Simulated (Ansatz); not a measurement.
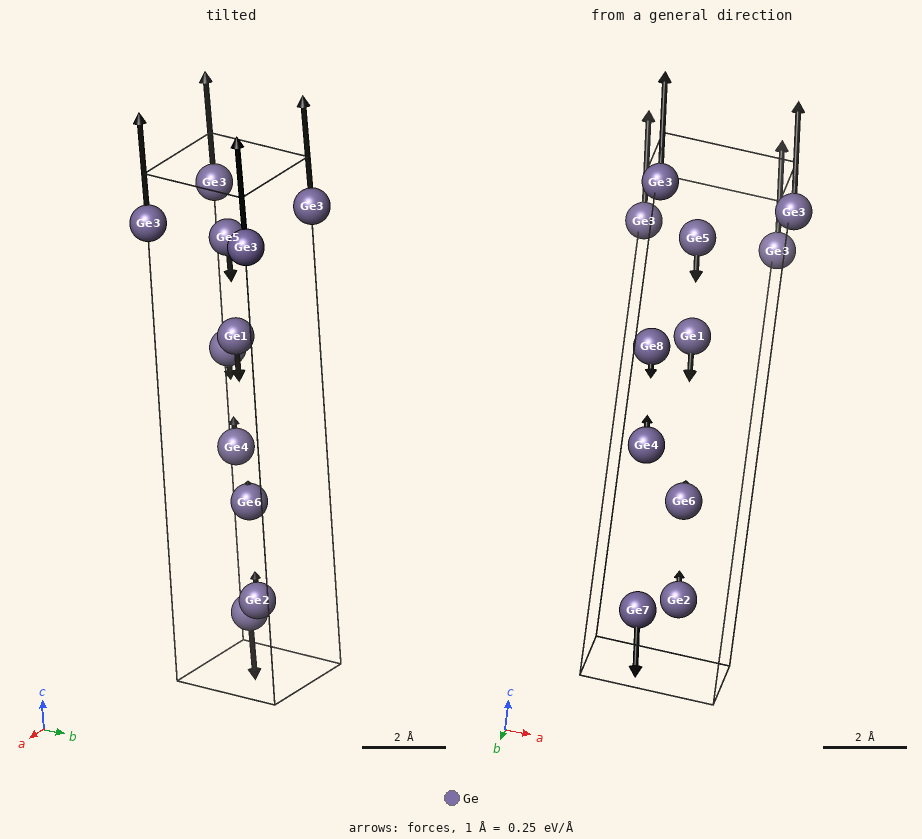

Spheres-only model, viewed slightly off an axis and from a general direction. The lines enclose the simulation cell; boundary atoms appear with their images. The arrows are the computed forces on the atoms.

System: Ge. Setup: DFT r2SCAN, scalar-relativistic, plane waves, PAW in Ansatz 0.2.0; wavefunction cutoff 500 eV, a 10×10×3 sampling of the Brillouin zone, Gaussian smearing of 0.03 eV, no spin polarisation.

Question: Is the structure at a minimum of the energy?

Answer: No. The atoms still feel forces of up to about 0.59 eV/Å, far above a usual threshold of 0.01 to 0.03 eV/Å.

Question: Which atom is pushed hardest?

Answer: Ge3, about 0.59 eV/Å.

The model was built from a structure listed in the Materials Project. The cell was then strained or its atoms displaced on purpose. It went into a calculation with Ansatz.
